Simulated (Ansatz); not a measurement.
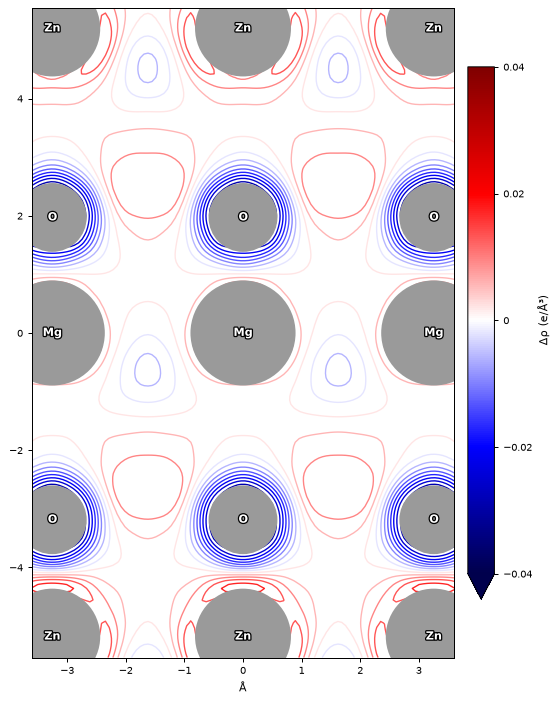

MgZn$_{3}$O$_{4}$: difference of two self-consistent densities at the same geometry, ρ(PBEsol) − ρ(r2SCAN), on the (101̄) plane of the conventional cell. Grey discs cover the cores, where the PAW densities can't be compared. Cores are masked to 0.9 Å (Mg), 0.8 Å (Zn) and 0.6 Å (O).

Space group Cm. The cell comes from a database of computed structures, not from a measurement.

Both runs: Ansatz, scalar-relativistic, plane waves and PAW, same cutoff, k-points and PAW files (made with PBE).

Question: How does the change of level move the electrons?

Answer: Against r2SCAN, and outside the masked cores, the largest gain lies at the edge of the masked core of Zn, and the largest loss lies at the edge of the masked core of O. Bader charges are Mg +1.74, Zn +1.27 and O −1.49 to −1.29 e with r2SCAN and Mg +1.71, Zn +1.19 and O −1.43 to −1.22 e with PBEsol. At this volume the pressure is −1 GPa with r2SCAN and −1 GPa with PBEsol. The gap on the mesh is 1.81 eV with r2SCAN and 1.25 eV with PBEsol.

Run times: 2.2 min (PBEsol) and 4.1 min (base cell), on 2 threads of AMD EPYC (Zen 3), on a shared host.
